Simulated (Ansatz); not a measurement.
## TaN: 6 runs along one coordinate

System: TaN (P6₃/mmc, 4 atoms in the cell).
Method: Kohn-Sham DFT of a periodic cell, PBE, Ansatz PAW, no spin polarisation (Ansatz 0.2.0).

The 6 runs differ only in the geometry, by an even scaling of the cell at fixed fractional positions. The structure derives from a Materials Project entry.

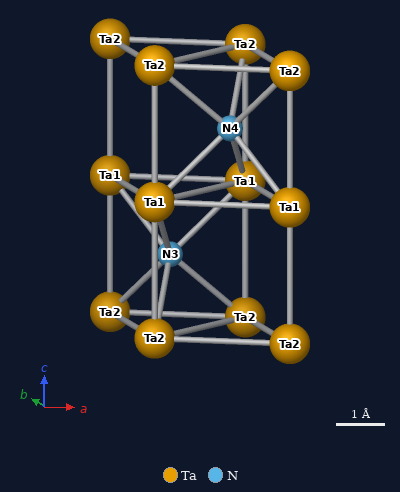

Figure 1. The structure of run 4 (ball-and-stick view of the cell of the calculation, seen slightly off an axis; atoms are numbered from 1 in the order of the input).

### Input of run 4
```yaml
crystal:
  lattice:
    - [2.9217699809, 0.0, 0.0]
    - [-1.4608849905, 2.5303270275, 0.0]
    - [0.0, 0.0, 5.916515]
  atoms:
    - { symbol: Ta, position: [0.0, 0.0, 0.5] }
    - { symbol: Ta, position: [0.0, 0.0, 0.0] }
    - { symbol: "N", position: [0.3333333333, 0.6666666667, 0.25] }
    - { symbol: "N", position: [0.6666666667, 0.3333333333, 0.75] }
hamiltonian:
  xc: pbe
  pseudopotentials: { kind: paw }
kpoints:
  mp_grid: { grid: [10, 10, 5] }
scf:
  occupations: { method: fermi_dirac, width: 0.05 }
output:
  forces: true
  stress: true
  eigenvalues: true
```

Command:
```bash
ansatz run input.yaml --threads 2 --pin off --max-ram 5120MiB --backend cpu --events-out ev --progress --plain --runs-dir out
```

Lattice vectors (Å) and fractional positions of run 4:
```
   2.921770    0.000000    0.000000
  -1.460885    2.530327    0.000000
   0.000000    0.000000    5.916515
Ta  0.000000  0.000000  0.500000
Ta  0.000000  0.000000  0.000000
N   0.333333  0.666667  0.250000
N   0.666667  0.333333  0.750000
```

Run 2 differs from it as follows:
```diff
-    - [2.9217699809, 0.0, 0.0]
-    - [-1.4608849905, 2.5303270275, 0.0]
-    - [0.0, 0.0, 5.916515]
+    - [2.8822817621, 0.0, 0.0]
+    - [-1.4411408811, 2.4961292269, 0.0]
+    - [0.0, 0.0, 5.8365522924]
```

### Results, with one run withheld

| run | volume per atom (Å³) | free energy per atom, from the lowest run given (meV) | pressure (GPa) |
| --- | --- | --- | --- |
| 1 | 10.279 | 40.10 | 21.87 |
| 2 | 10.498 | ? | ? |
| 3 | 10.717 | 3.16 | 5.78 |
| 4 | 10.935 | 0.00 | −1.05 |
| 5 | 11.154 | 5.72 | −7.18 |
| 6 | 11.591 | 40.02 | −17.60 |

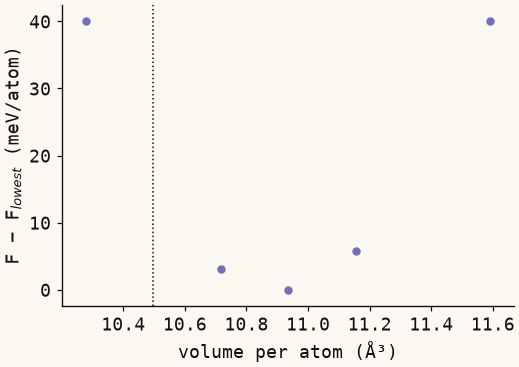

Figure 2. Free energy per atom of the runs given; the dotted line marks run 2.

What should run 2 give?

A cubic polynomial in V^(−2/3) (the Birch–Murnaghan form), fitted to the 5 runs given, misses them by at most 0.02 meV per atom. With x = V^(−2/3) − 0.20316 Å⁻², it reads F = −0.054889 − 306.59 x + 6.057e+05 x² + 5.4135e+05 x³ (meV per atom). At run 2 it gives 16.13 meV per atom, and the run itself gives 16.13. The slope of the fit gives a pressure −dF/dV of 13.37 GPa there, and the run prints 13.39 GPa. The fit has its minimum at 10.900 Å³ per atom, where V d²F/dV² gives 328 GPa. Cell shape and fractional positions are held, so this is the stiffness under even scaling; the relaxed bulk modulus wasn't computed.

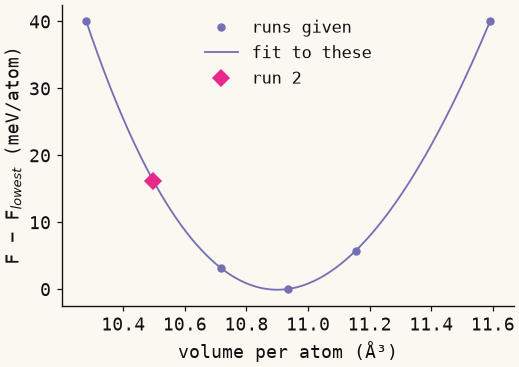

Figure 3. The fit and the withheld run.

### Output, shortened to warnings, some set-up lines, iterations and results (run 2)
```
Basis set: ecut = 420 eV, 799 PW (Γ), exchange–correlation on 40×40×80 points (8 copies of the dense FFT grid, shifted against one another)
Symmetry: 24 space group operations
k-points: 42 of 500
Initial density: superposition of atomic densities (neutral atoms: chi_scale 0, normalization atom), corrected by the library's trained network
[...]
SCF iter   1: F=—  HF=-20636.134494 eV  |F-HF|=—  |Δ(HF+E_count)|=         —  Δρ=7.66e-3  dr2=1.58e-2  ethr=1.77e-3  ⟨swp⟩=5.8  Hψ=4238  notcnv=0
SCF iter   2: F=—  HF=-20636.132184 eV  |F-HF|=—  |Δ(HF+E_count)|=   2.31e-3  Δρ=4.49e-3  dr2=6.25e-3  ethr=4.39e-5  ⟨swp⟩=1.2  Hψ=1269  notcnv=0
SCF iter   3: F=—  HF=-20636.130838 eV  |F-HF|=—  |Δ(HF+E_count)|=   1.35e-3  Δρ=1.05e-3  dr2=4.11e-4  ethr=1.74e-5  ⟨swp⟩=2.3  Hψ=1407  notcnv=0
SCF iter   4: F=—  HF=-20636.130742 eV  |F-HF|=—  |Δ(HF+E_count)|=   9.64e-5  Δρ=3.56e-4  dr2=3.57e-5  ethr=1.14e-6  ⟨swp⟩=2.0  Hψ=1323  notcnv=0
SCF iter   5: F=—  HF=-20636.130752 eV  |F-HF|=—  |Δ(HF+E_count)|=   1.04e-5  Δρ=6.33e-5  dr2=1.12e-6  ethr=9.92e-8  ⟨swp⟩=2.1  Hψ=1555  notcnv=0
SCF iter   6: F=-20636.130752 eV  HF=-20636.130752 eV  |F-HF|=6.86e-8  |Δ(HF+E_count)|=   3.76e-7  Δρ=1.80e-5  dr2=9.64e-8  ethr=2.78e-10  ⟨swp⟩=3.4  Hψ=3775  notcnv=0
SCF 1 converged in 6 iterations: F = -20636.130752 eV  dr2 = 9.64e-8
SCF converged after 6 iterations
Free energy (F): -20636.130752 eV
Harris-Foulkes:  -20636.130752 eV  (|F-HF|=6.86e-8)
Internal energy: -20636.120910 eV  (E = F + TS)
E sigma→0 (E₀):  -20636.125831 eV
Entropy (-TS):   -0.009842 eV (-2.461 meV/atom)
Fermi energy:    20.854820 eV
--- Per-component energies (eV) ---
  E_band       = -81.318186
  E_kinetic    = 1004.123323
  E_local      = -1165.509784  (includes V_loc(G=0)·N_el)
  E_nonlocal   = 121.131430
  E_hartree    = 395.911217
  E_xc         = -561.240407
  E_vxc        = -566.560597  (∫ρ·V_xc dr)
  E_paw        = -17049.289078  (= ΣΔE_a)
  E_vpaw       = -266.329530  (= ΣTr[D̂ρ^β])
  E_aug_tail   = 0.000408  (compensation charges beyond the density's cutoff)
  E_ewald      = -3381.248018
  E_smearing   = -0.009842  (= −TS)
  E_closure    = -0.000000  (closes the sum)
  Σ components = -20636.130752   (vs F -20636.130752, Δ=0.00e0)
--- Forces (eV/Å), atoms counted from 1 ---
  atom   1  Ta     0.00000000     0.00000000     0.00000000
  atom   2  Ta     0.00000000     0.00000000    -0.00000000
  atom   3  N     -0.00000000    -0.00000000    -0.00000000
  atom   4  N      0.00000000     0.00000000     0.00000000
  max |Σ_I F_I| component: 3.70e-17 eV/Å
--- Stress (GPa, compression-positive) ---
       12.653602       0.000000      -0.000000
        0.000000      12.653602      -0.000000
       -0.000000      -0.000000      14.852184
  P = ⅓ Tr σ = 13.3865 GPa (133.865 kbar)
```

Notes: Spin–orbit coupling is left out, which matters for Ta.
